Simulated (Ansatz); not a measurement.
Structure of Ge:

```
Ge
1.0
     2.67961    0.00000    0.00000
     0.00000    2.67961    0.00000
     0.00000    0.00000    2.67961
Ge
1
Direct
  0.50000 0.50000 0.50000
```

Basis of the simulation: coordinates from a relaxation with DFT r2SCAN, scalar-relativistic, plane waves, PAW in Ansatz; the starting structure was generated, so it need not be a known form of this composition.

Q: Predict radii and indices of the first 5 visible rings (3 % of the strongest or more) for 200 kV electrons.

A:
```json
{"ring": "1", "radius": "3.73 nm⁻¹", "d (Å)": "2.68", "hkl": "100"}
{"ring": "2", "radius": "5.28 nm⁻¹", "d (Å)": "1.895", "hkl": "110"}
{"ring": "3", "radius": "6.46 nm⁻¹", "d (Å)": "1.547", "hkl": "111"}
{"ring": "4", "radius": "7.46 nm⁻¹", "d (Å)": "1.340", "hkl": "200"}
{"ring": "5", "radius": "8.34 nm⁻¹", "d (Å)": "1.198", "hkl": "210"}
```

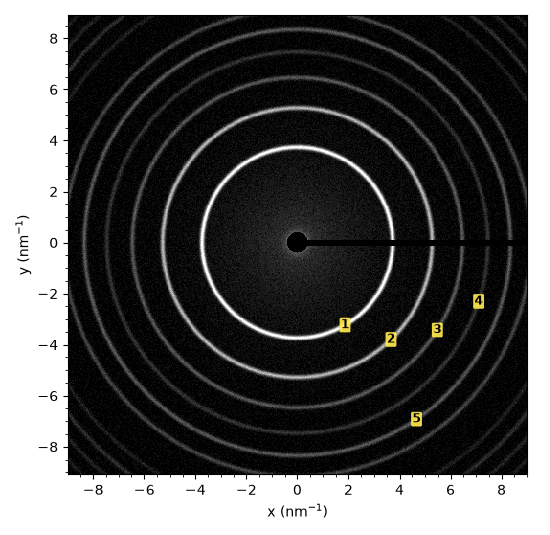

Simulated electron diffraction rings at 200 kV (λ = 0.0251 Å), scale in nm⁻¹ (radius = 1/d), for a fine-grained powder without texture. Kinematic intensities with B = 0.3 Å² for all atoms, without multiple scattering; brightness goes as intensity to the power 0.6, clipped at the top, with counting noise. Reflections closer than the ring width show as one ring. The numbers mark the rings of the table.
